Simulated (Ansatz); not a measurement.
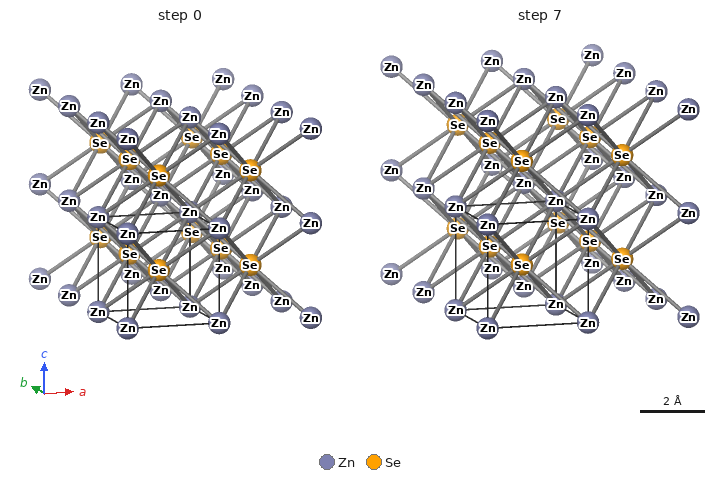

The structure of solid ZnSe (built on the CsCl type) before (left) and after (right) a relaxation, at one scale.

A ball-and-stick model of the cell of the calculation, repeated 2 × 3 × 2 with one cell outlined, seen slightly off an axis.

The calculation used Ansatz 0.2.0, DFT, PBE, plane waves, PAW.

Input file:
```yaml
crystal:
  lattice:
    - [3.051954352, 0.0, 0.0]
    - [0.0, 3.051954352, 0.0]
    - [0.0, 0.0, 3.051954352]
  atoms:
    - { symbol: Zn, position: [0.0, 0.0, 0.0] }
    - { symbol: Se, position: [0.5, 0.5, 0.5] }
kpoints:
  mp_grid: { grid: [8, 8, 8] }
hamiltonian:
  xc: pbe
scf:
  occupations: { method: fermi_dirac, width: 0.02 }
relax:
  f_tol: 0.005
  cell: {}
```

Launched with:
```bash
ansatz run input.yaml --threads 2 --pin off --max-ram 2211MiB --backend cpu --events-out ev --progress --plain --runs-dir out
```

Question: What changed between the two?

Answer: The atoms keep their places relative to the cell (all moves are under 0.005 Å). The volume changes by +31.7 %, with a = b = c 3.052 → 3.346 Å (+9.6 %). Near-neighbour distances that change, for instance: Zn1–Se2 2.643 → 2.897 Å. The space group stays Pm-3m (No. 221). After 5 accepted moves (7 points after the start) the energy has fallen by 375 meV per atom. All forces vanish by symmetry, so only the cell relaxes. Pressure: 34.22 GPa at the start and 0.02 GPa at the end. At 2 points the geometry stayed and the basis and grid were re-selected for the new cell (energy shift of 3.0 meV per atom at most each time).
